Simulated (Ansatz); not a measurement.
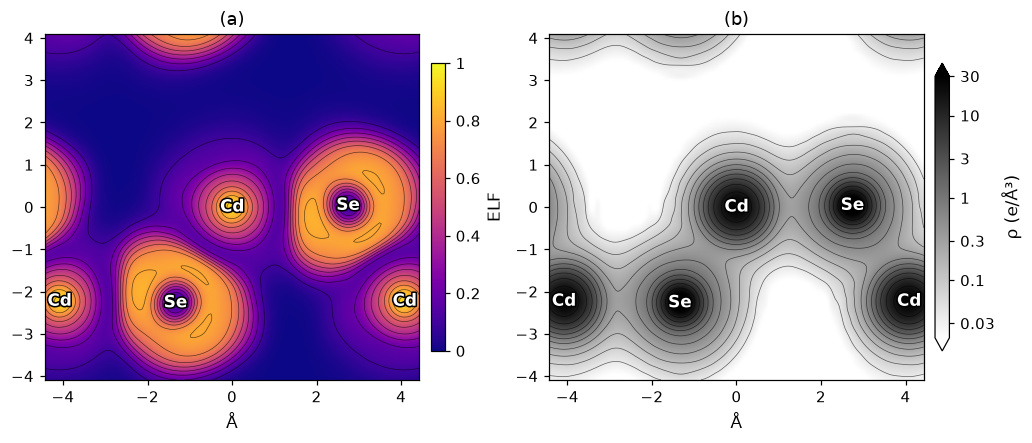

The picture shows: CdSe. (a) electron localisation function; (b) valence electron density on the (010) plane of the conventional cell.

Space group Pnma; a structure generated by program, which may or may not match a known phase.

These are results of DFT PBE, scalar-relativistic, plane waves, PAW (Ansatz 0.2.0), not measurements.

In a PAW calculation such maps are meaningful between the atoms, not at the nuclei.

```
Cd Se
1.0
     8.16470    0.00000    0.00000
     0.00000    4.50702    0.00000
     0.00000    0.00000    7.47911
Cd Se
4 4
Direct
  0.84076 0.75000 0.39901
  0.65924 0.25000 0.89901
  0.34076 0.75000 0.10099
  0.15924 0.25000 0.60099
  0.82232 0.25000 0.59595
  0.67768 0.75000 0.09595
  0.32232 0.25000 0.90405
  0.17768 0.75000 0.40405
```

Question: Describe what can be read from this map.

Answer: Atoms in the plane: Cd and Se.
Cd–Se (2.63 Å): the density is about 0.39 e/Å³ at the midpoint; the ELF is about 0.40 at the midpoint.
Cd–Se (2.75 Å): ρ is about 0.31 e/Å³ halfway; the ELF is about 0.35 at the midpoint and 0.15 at its lowest between the atoms.
The density dies away to nearly zero in the voids.
The features right at Cd lie inside the PAW spheres, where the map follows smoothed inner orbitals and isn't to be read closely.

Question: Metal or insulator at this level of theory?

Answer: It is gapped, with a Kohn–Sham gap of 0.75 eV on the k-point mesh (the band edges may lie off the mesh, which would make the gap smaller).
